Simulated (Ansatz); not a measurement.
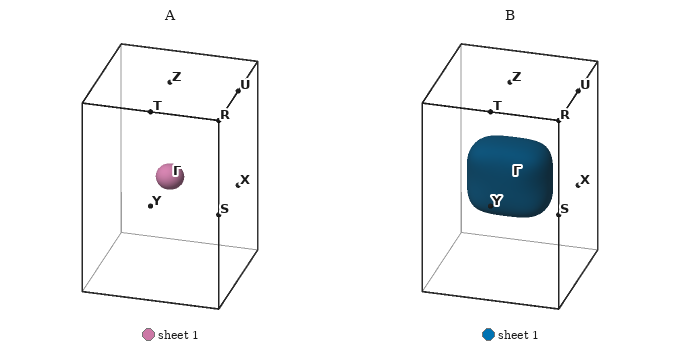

Constant-energy surfaces of SnO2 (space group Pnnm, No. 58) near its two band edges (0.20 eV into the valence band, 0.30 eV into the conduction band), in unknown order.

Computed with DFT PBE, spin-orbit coupling, plane waves, PAW; levels and slopes on a dense k mesh at the converged density in Ansatz 0.2.0. Non-magnetic. With an inversion centre and no moment every band is doubly degenerate; a pair is shown and named once. Mesh 14×14×20, interpolated with the band slopes. Unrelaxed database geometry. The cell comes from a database of computed structures, not from a measurement.

Masses come from a second pass at points close to the extrema; at the energies drawn a band may no longer be parabolic.

### Which panel shows the holes and which the electrons?

B shows the valence band (holes), A the conduction band (electrons).

### Describe the extrema and the gap.

Valence band (extrema up to 0.20 eV from the edge): two equivalent maxima on the Γ–X line, nearly flat in one direction, with masses 1.15 and 1.86 mₑ across. Band pair 51/52 forms the valence edge. The surfaces also take in Γ, where this band lies 0.01 eV below its edge, so they needn't be separate pockets.
Conduction band (extrema up to 0.30 eV from the edge): one minimum at Γ, principal masses 0.17, 0.18 and 0.20 mₑ. Band pair 53/54 forms the conduction edge.
The gap is indirect, 0.81 eV at this level of theory, which underestimates gaps and can reorder valleys that lie close. It is nearly direct: the smallest vertical gap, at Γ, is only 0.81 eV, so the kind of gap isn't settled at this level.

Cost: 4.1 min on 2 threads of Intel(R) Xeon(R) 6975P-C (Granite Rapids) (shared host), peak memory 2.8 GiB.
